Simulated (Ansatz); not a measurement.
**Single-point calculation of In₆₄P₆₄ (part 1 of 2)**

In₆₄P₆₄ (F-43m, 128 atoms in the cell), computed with DFT, HSE06, PAW, plane waves (Ansatz 0.2.0).

The structure was built on a prototype by a generator.

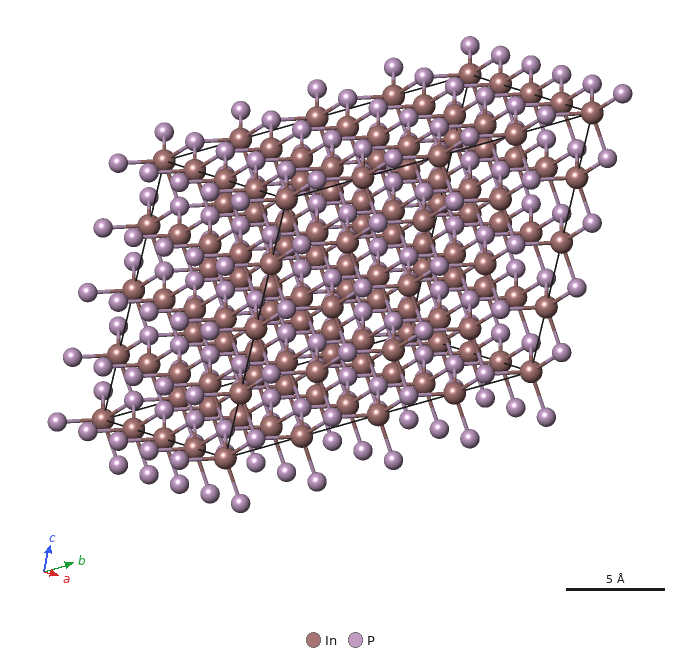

Figure 1. The structure as given in the input (ball-and-stick view of the cell of the calculation, seen slightly off an axis; bonded neighbours outside the cell are drawn too).

Input:
```yaml
crystal:
  lattice:
    - [0.000000, 11.756020, 11.756020]
    - [11.756020, 0.000000, 11.756020]
    - [11.756020, 11.756020, 0.000000]
  atoms:
    - { symbol: In, position: [0.000000, 0.000000, 0.000000] }
    - { symbol: In, position: [0.500000, 0.000000, 0.000000] }
    - { symbol: In, position: [0.000000, 0.500000, 0.000000] }
    - { symbol: In, position: [0.000000, 0.000000, 0.500000] }
    - { symbol: In, position: [0.250000, 0.250000, 0.250000] }
    - { symbol: In, position: [0.500000, 0.500000, 0.000000] }
    - { symbol: In, position: [0.500000, 0.000000, 0.500000] }
    - { symbol: In, position: [0.750000, 0.250000, 0.250000] }
    - { symbol: In, position: [0.000000, 0.500000, 0.500000] }
    - { symbol: In, position: [0.250000, 0.750000, 0.250000] }
    - { symbol: In, position: [0.250000, 0.250000, 0.750000] }
    - { symbol: In, position: [0.500000, 0.500000, 0.500000] }
    - { symbol: In, position: [0.750000, 0.750000, 0.250000] }
    - { symbol: In, position: [0.750000, 0.250000, 0.750000] }
    - { symbol: In, position: [0.250000, 0.750000, 0.750000] }
    - { symbol: In, position: [0.750000, 0.750000, 0.750000] }
    - { symbol: In, position: [0.000000, 0.000000, 0.250000] }
    - { symbol: In, position: [0.250000, 0.250000, 0.000000] }
    - { symbol: In, position: [0.500000, 0.000000, 0.250000] }
    - { symbol: In, position: [0.750000, 0.250000, 0.000000] }
    - { symbol: In, position: [0.000000, 0.500000, 0.250000] }
    - { symbol: In, position: [0.250000, 0.750000, 0.000000] }
    - { symbol: In, position: [0.000000, 0.000000, 0.750000] }
    - { symbol: In, position: [0.250000, 0.250000, 0.500000] }
    - { symbol: In, position: [0.500000, 0.500000, 0.250000] }
    - { symbol: In, position: [0.750000, 0.750000, 0.000000] }
    - { symbol: In, position: [0.500000, 0.000000, 0.750000] }
    - { symbol: In, position: [0.750000, 0.250000, 0.500000] }
    - { symbol: In, position: [0.000000, 0.500000, 0.750000] }
    - { symbol: In, position: [0.250000, 0.750000, 0.500000] }
    - { symbol: In, position: [0.500000, 0.500000, 0.750000] }
    - { symbol: In, position: [0.750000, 0.750000, 0.500000] }
    - { symbol: In, position: [0.000000, 0.250000, 0.000000] }
    - { symbol: In, position: [0.250000, 0.000000, 0.250000] }
    - { symbol: In, position: [0.500000, 0.250000, 0.000000] }
    - { symbol: In, position: [0.750000, 0.000000, 0.250000] }
    - { symbol: In, position: [0.000000, 0.750000, 0.000000] }
    - { symbol: In, position: [0.000000, 0.250000, 0.500000] }
    - { symbol: In, position: [0.250000, 0.500000, 0.250000] }
    - { symbol: In, position: [0.500000, 0.750000, 0.000000] }
    - { symbol: In, position: [0.250000, 0.000000, 0.750000] }
    - { symbol: In, position: [0.500000, 0.250000, 0.500000] }
    - { symbol: In, position: [0.750000, 0.500000, 0.250000] }
    - { symbol: In, position: [0.750000, 0.000000, 0.750000] }
    - { symbol: In, position: [0.000000, 0.750000, 0.500000] }
    - { symbol: In, position: [0.250000, 0.500000, 0.750000] }
    - { symbol: In, position: [0.500000, 0.750000, 0.500000] }
    - { symbol: In, position: [0.750000, 0.500000, 0.750000] }
    - { symbol: In, position: [0.250000, 0.000000, 0.000000] }
    - { symbol: In, position: [0.750000, 0.000000, 0.000000] }
    - { symbol: In, position: [0.000000, 0.250000, 0.250000] }
    - { symbol: In, position: [0.250000, 0.500000, 0.000000] }
    - { symbol: In, position: [0.250000, 0.000000, 0.500000] }
    - { symbol: In, position: [0.500000, 0.250000, 0.250000] }
    - { symbol: In, position: [0.750000, 0.500000, 0.000000] }
    - { symbol: In, position: [0.750000, 0.000000, 0.500000] }
    - { symbol: In, position: [0.000000, 0.750000, 0.250000] }
    - { symbol: In, position: [0.000000, 0.250000, 0.750000] }
    - { symbol: In, position: [0.250000, 0.500000, 0.500000] }
    - { symbol: In, position: [0.500000, 0.750000, 0.250000] }
    - { symbol: In, position: [0.500000, 0.250000, 0.750000] }
    - { symbol: In, position: [0.750000, 0.500000, 0.500000] }
    - { symbol: In, position: [0.000000, 0.750000, 0.750000] }
    - { symbol: In, position: [0.500000, 0.750000, 0.750000] }
    - { symbol: P, position: [0.062500, 0.062500, 0.062500] }
    - { symbol: P, position: [0.562500, 0.062500, 0.062500] }
    - { symbol: P, position: [0.062500, 0.562500, 0.062500] }
    - { symbol: P, position: [0.062500, 0.062500, 0.562500] }
    - { symbol: P, position: [0.312500, 0.312500, 0.312500] }
    - { symbol: P, position: [0.562500, 0.562500, 0.062500] }
    - { symbol: P, position: [0.562500, 0.062500, 0.562500] }
    - { symbol: P, position: [0.812500, 0.312500, 0.312500] }
    - { symbol: P, position: [0.062500, 0.562500, 0.562500] }
    - { symbol: P, position: [0.312500, 0.812500, 0.312500] }
    - { symbol: P, position: [0.312500, 0.312500, 0.812500] }
    - { symbol: P, position: [0.562500, 0.562500, 0.562500] }
    - { symbol: P, position: [0.812500, 0.812500, 0.312500] }
    - { symbol: P, position: [0.812500, 0.312500, 0.812500] }
    - { symbol: P, position: [0.312500, 0.812500, 0.812500] }
    - { symbol: P, position: [0.812500, 0.812500, 0.812500] }
    - { symbol: P, position: [0.062500, 0.062500, 0.312500] }
    - { symbol: P, position: [0.312500, 0.312500, 0.062500] }
    - { symbol: P, position: [0.562500, 0.062500, 0.312500] }
    - { symbol: P, position: [0.812500, 0.312500, 0.062500] }
    - { symbol: P, position: [0.062500, 0.562500, 0.312500] }
    - { symbol: P, position: [0.312500, 0.812500, 0.062500] }
    - { symbol: P, position: [0.062500, 0.062500, 0.812500] }
    - { symbol: P, position: [0.312500, 0.312500, 0.562500] }
    - { symbol: P, position: [0.562500, 0.562500, 0.312500] }
    - { symbol: P, position: [0.812500, 0.812500, 0.062500] }
    - { symbol: P, position: [0.562500, 0.062500, 0.812500] }
    - { symbol: P, position: [0.812500, 0.312500, 0.562500] }
    - { symbol: P, position: [0.062500, 0.562500, 0.812500] }
    - { symbol: P, position: [0.312500, 0.812500, 0.562500] }
    - { symbol: P, position: [0.562500, 0.562500, 0.812500] }
    - { symbol: P, position: [0.812500, 0.812500, 0.562500] }
    - { symbol: P, position: [0.062500, 0.312500, 0.062500] }
    - { symbol: P, position: [0.312500, 0.062500, 0.312500] }
    - { symbol: P, position: [0.562500, 0.312500, 0.062500] }
    - { symbol: P, position: [0.812500, 0.062500, 0.312500] }
    - { symbol: P, position: [0.062500, 0.812500, 0.062500] }
    - { symbol: P, position: [0.062500, 0.312500, 0.562500] }
    - { symbol: P, position: [0.312500, 0.562500, 0.312500] }
    - { symbol: P, position: [0.562500, 0.812500, 0.062500] }
    - { symbol: P, position: [0.312500, 0.062500, 0.812500] }
    - { symbol: P, position: [0.562500, 0.312500, 0.562500] }
    - { symbol: P, position: [0.812500, 0.562500, 0.312500] }
    - { symbol: P, position: [0.812500, 0.062500, 0.812500] }
    - { symbol: P, position: [0.062500, 0.812500, 0.562500] }
    - { symbol: P, position: [0.312500, 0.562500, 0.812500] }
    - { symbol: P, position: [0.562500, 0.812500, 0.562500] }
    - { symbol: P, position: [0.812500, 0.562500, 0.812500] }
    - { symbol: P, position: [0.312500, 0.062500, 0.062500] }
    - { symbol: P, position: [0.812500, 0.062500, 0.062500] }
    - { symbol: P, position: [0.062500, 0.312500, 0.312500] }
    - { symbol: P, position: [0.312500, 0.562500, 0.062500] }
    - { symbol: P, position: [0.312500, 0.062500, 0.562500] }
    - { symbol: P, position: [0.562500, 0.312500, 0.312500] }
    - { symbol: P, position: [0.812500, 0.562500, 0.062500] }
    - { symbol: P, position: [0.812500, 0.062500, 0.562500] }
    - { symbol: P, position: [0.062500, 0.812500, 0.312500] }
    - { symbol: P, position: [0.062500, 0.312500, 0.812500] }
    - { symbol: P, position: [0.312500, 0.562500, 0.562500] }
    - { symbol: P, position: [0.562500, 0.812500, 0.312500] }
    - { symbol: P, position: [0.562500, 0.312500, 0.812500] }
    - { symbol: P, position: [0.812500, 0.562500, 0.562500] }
    - { symbol: P, position: [0.062500, 0.812500, 0.812500] }
    - { symbol: P, position: [0.562500, 0.812500, 0.812500] }
kpoints:
  mp_grid: { grid: [1, 1, 1] }
hamiltonian:
  xc: hse06
scf:
  occupations: { method: fermi_dirac, width: 0.01 }
output:
  forces: true
  eigenvalues: true
  populations: true
  eigenstates: { kpoints: [[0, 0, 0]], e_range: [-6.0, 6.0], localisation: true }
```

Hardware: 1 × NVIDIA GB300 Max-Q, 8 threads of Arm Neoverse-V2, 80 GiB of memory available, shared host.

The program's output:
```
Pseudopotentials: kind: paw
Functional definition: HSE06
  parameter a = 0.25
  parameter omega = 0.11/bohr
  exchange = pbe_x - a*pbe_x_sr(omega) + a*exact_x_sr(omega)
  correlation = pbe_c
Crystal: 128 atoms, lattice volume = 3249.458 Å³
Basis set: ecut = 420 eV, 63375 PW (Γ), exchange–correlation on 240×240×240 points (8 copies of the dense FFT grid, shifted against one another)
Bands: 704, of which v1, the nominal top of the filled ones, is band 576 counted from 1 (575 counted from 0)
Symmetry: 1536 space group operations
Space group: F-43m (ITA 216), of the structure as read, at distance tolerance 1.5e-4 Å
k-points: 1
Non-local potential: In, projectors of the file, l = 0: 2, l = 1: 2, l = 2: 2, l = 3: 2
Non-local potential: P, projectors of the file, l = 0: 2, l = 1: 2, l = 2: 2
PAW form: soft (Blöchl's): semilocal exchange-correlation on the pseudo side does not see the compensation charge
PAW frozen core: In, regenerated for the run's functional, and the local potential with it (the file was generated under x = pbe(κ = 0.804, μ = 0.2195149727645171), c = pbe(β = 0.06672455060314922))
PAW frozen core: P, regenerated for the run's functional, and the local potential with it (the file was generated under x = pbe(κ = 0.804, μ = 0.2195149727645171), c = pbe(β = 0.06672455060314922))
PAW one-centre angular grid: In, 590 points (default); XC on 64 Gauss nodes
PAW one-centre angular grid: P, 110 points (default); XC on 64 Gauss nodes
Initial density: superposition of atomic densities (neutral atoms: chi_scale 0, normalization atom), corrected by the library's trained network
Initial wavefunctions: pseudopotential atomic-orbital guess
Functional: x = pbe(κ = 0.804, μ = 0.2195149727645171), c = pbe(β = 0.06672455060314922), warm-up for x = pbe(κ = 0.804, μ = 0.2195149727645171) + 0.25 (exact − pbe) at short range (hse, ω = 0.20786987370883472 Å⁻¹), c = pbe(β = 0.06672455060314922); HSE06 as pw.x's `hse` composes it (authors' and Libxc's form: `xc: wpbeh`)
SCF iter   1: F=—  HF=-406648.249332 eV  |F-HF|=—  |Δ(HF+E_count)|=         —  Δρ=1.34e-3  dr2=4.99e-2  ethr=1.77e-3  ⟨swp⟩=11.0  Hψ=3626  notcnv=0
preconditioner: auto → none  [insulator: Δε(μ)=0.654 eV  Ē_g=13.350 eV  σ=0.010 eV  W_gap=1.00  n_scr=644 (ndim 8)  ℏωp=22.1 eV  f_vac=0.021  D(μ)=0.00/eV (n_scr^D=0)]
iter 2 solved again at ethr=2.67e-7 eV; its pass at ethr=4.33e-6 eV (dr2=3.08e-3 eV) is discarded
SCF iter   2: F=—  HF=-406648.322600 eV  |F-HF|=—  |Δ(HF+E_count)|=   7.33e-2  Δρ=3.63e-4  dr2=3.04e-3  ethr=2.67e-7  ⟨swp⟩=5.0  Hψ=4688  notcnv=0  defer=32
SCF iter   3: F=—  HF=-406648.324063 eV  |F-HF|=—  |Δ(HF+E_count)|=   1.46e-3  Δρ=2.04e-4  dr2=7.60e-4  ethr=2.64e-7  ⟨swp⟩=7.0  Hψ=1532  notcnv=0  defer=6
SCF iter   4: F=-406648.325088 eV  HF=-406648.325094 eV  |F-HF|=6.61e-6  |Δ(HF+E_count)|=   1.03e-3  Δρ=3.51e-5  dr2=3.03e-5  ethr=6.59e-8  ⟨swp⟩=6.0  Hψ=1744  notcnv=0  defer=6
SCF 1 stopped early in 4 iterations: F = -406648.325088 eV  dr2 = 3.03e-5
  greatest PAW one-centre occupation: 0.981 electrons in one spin orbital (limit 2), on the In atom at site 63 (counted from 0), in its partial waves of l = 2
Initial density: handed on by an earlier stage of this run
Initial wavefunctions: those handed on with the density
Functional: x = pbe(κ = 0.804, μ = 0.2195149727645171) + 0.25 (exact − pbe) at short range (hse, ω = 0.20786987370883472 Å⁻¹), c = pbe(β = 0.06672455060314922); HSE06 as pw.x's `hse` composes it (authors' and Libxc's form: `xc: wpbeh`)
Exchange kernel: α = 0.2500, screened, ω = 0.2079 Å⁻¹, Wigner–Seitz truncation, v(0) = 1031.7871 eV·Å³, q-mesh 1×1×1, nearest image of the exchange supercell L = 16.63 Å, pair-density grid 72×72×72, without the augmentation charges, whose exchange is taken in its separable form (sized by the pseudopotential files, 96×96×96 at the most), smooth part of the exact exchange by density-matrix convoluti
Frozen-core exchange: fock
SCF iter   1: F=—  HF=-406938.603621 eV  |F-HF|=—  |Δ(HF+E_count)|=         —  Δρ=5.22e-3  dr2=5.38e-1  ethr=2.63e-8  ⟨swp⟩=20.0  Hψ=5271  notcnv=6
preconditioner: auto → none  [insulator: Δε(μ)=1.427 eV  Ē_g=15.313 eV  σ=0.010 eV  W_gap=1.00  n_scr=644 (ndim 8)  ℏωp=22.1 eV  f_vac=0.019  D(μ)=0.00/eV (n_scr^D=0)]
SCF iter   2: F=—  HF=-406938.475184 eV  |F-HF|=—  |Δ(HF+E_count)|=   1.28e-1  Δρ=1.62e-3  dr2=9.46e-2  ethr=2.63e-8  ⟨swp⟩=5.0  Hψ=3382  notcnv=0
SCF iter   3: F=—  HF=-406938.827389 eV  |F-HF|=—  |Δ(HF+E_count)|=   3.52e-1  Δρ=1.20e-3  dr2=2.73e-2  ethr=2.63e-8  ⟨swp⟩=9.0  Hψ=3660  notcnv=0  defer=5
SCF iter   4: F=—  HF=-406938.821445 eV  |F-HF|=—  |Δ(HF+E_count)|=   5.94e-3  Δρ=1.86e-4  dr2=1.44e-3  ethr=2.63e-8  ⟨swp⟩=5.0  Hψ=2536  notcnv=0
SCF iter   5: F=-406938.827038 eV  HF=-406938.827144 eV  |F-HF|=1.06e-4  |Δ(HF+E_count)|=   5.70e-3  Δρ=1.23e-4  dr2=3.10e-4  ethr=2.63e-8  ⟨swp⟩=9.0  Hψ=2366  notcnv=0  defer=5
SCF 2 stopped early in 5 iterations: F = -406938.827038 eV  dr2 = 3.10e-4
  greatest PAW one-centre occupation: 0.983 electrons in one spin orbital (limit 2), on the In atom at site 63 (counted from 0), in its partial waves of l = 2
hybrid outer 1: dexx = +4.057e-1 eV, tail = 1.07e-3 eV
SCF iter   1: F=—  HF=-406938.815997 eV  |F-HF|=—  |Δ(HF+E_count)|=         —  Δρ=4.22e-5  dr2=5.16e-5  ethr=4.64e-7  ⟨swp⟩=20.0  Hψ=1759  notcnv=1
preconditioner: auto → none  [insulator: Δε(μ)=1.484 eV  Ē_g=15.278 eV  σ=0.010 eV  W_gap=1.00  n_scr=644 (ndim 8)  ℏωp=22.1 eV  f_vac=0.019  D(μ)=0.00/eV (n_scr^D=0)]
SCF iter   2: F=—  HF=-406938.816008 eV  |F-HF|=—  |Δ(HF+E_count)|=   1.12e-5  Δρ=1.58e-5  dr2=8.27e-6  ethr=3.21e-9  ⟨swp⟩=5.0  Hψ=2407  notcnv=0
SCF iter   3: F=—  HF=-406938.816024 eV  |F-HF|=—  |Δ(HF+E_count)|=   1.63e-5  Δρ=4.91e-6  dr2=8.18e-7  ethr=4.82e-10  ⟨swp⟩=17.0  Hψ=2156  notcnv=0  defer=4
SCF iter   4: F=—  HF=-406938.816024 eV  |F-HF|=—  |Δ(HF+E_count)|=   2.67e-7  Δρ=2.12e-6  dr2=1.45e-7  ethr=5.10e-11  ⟨swp⟩=6.0  Hψ=2144  notcnv=0  defer=3
SCF iter   5: F=-406938.816024 eV  HF=-406938.816024 eV  |F-HF|=4.60e-9  |Δ(HF+E_count)|=   3.03e-8  Δρ=7.24e-7  dr2=4.16e-8  ethr=1.03e-11  ⟨swp⟩=5.0  Hψ=1368  notcnv=0  defer=3
SCF 3 converged in 5 iterations: F = -406938.816024 eV  dr2 = 4.16e-8
  Residual-converged pass: ⟨swp⟩=2.0  Hψ=1280  notcnv=0  max |occ|·‖R‖ = 5.7e-6 eV (tolerance 6.7e-6 eV)  dr2=3.95e-8  dr2_onsite=3.16e-9  max |Δocc| = 0.0e0
```

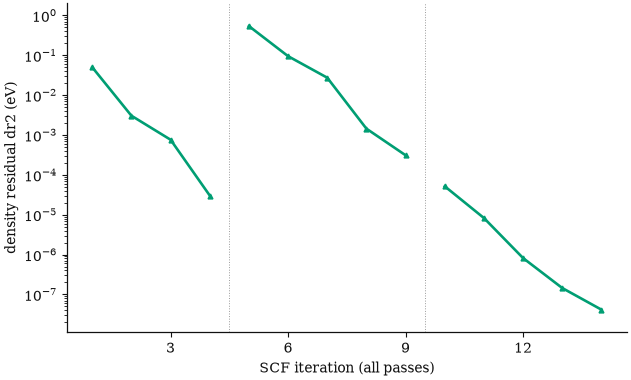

Figure 2. Convergence of the self-consistent field: density residual dr2 against the SCF iteration. The run starts with a semilocal functional; after that each stretch between dotted lines is one SCF of the hybrid functional between two exact rebuilds of the exchange operator by the outer loop. Early passes are stopped at a loose threshold. The passes take 4, 5 and 5 iterations.

```
hybrid outer 2: dexx = +1.864e-5 eV, tail = 1.44e-7 eV, Δε = 9.62e-4 eV (about 2.07e-5 eV left of the loop's levels)
NSCF: frozen V_eff on 1 k-points
hybrid SCF converged: 2 outer / 10 inner (+4 warm-up), last move |dexx| = 1.86e-5 eV, tail = 1.44e-7 eV
Stability not checked: this state was not tested for a lower state beside it, because the functional holds exact exchange (a hybrid, or Hartree-Fock), whose exchange loop this test does not read (fock_operator; see scf.lower_state_search)
Free energy (F): -406938.816023 eV
Harris-Foulkes:  -406938.816023 eV  (|F-HF|=4.60e-9)
Internal energy: -406938.816023 eV  (E = F + TS)
E sigma→0 (E₀):  -406938.816023 eV
Fermi energy:    7.234195 eV
```
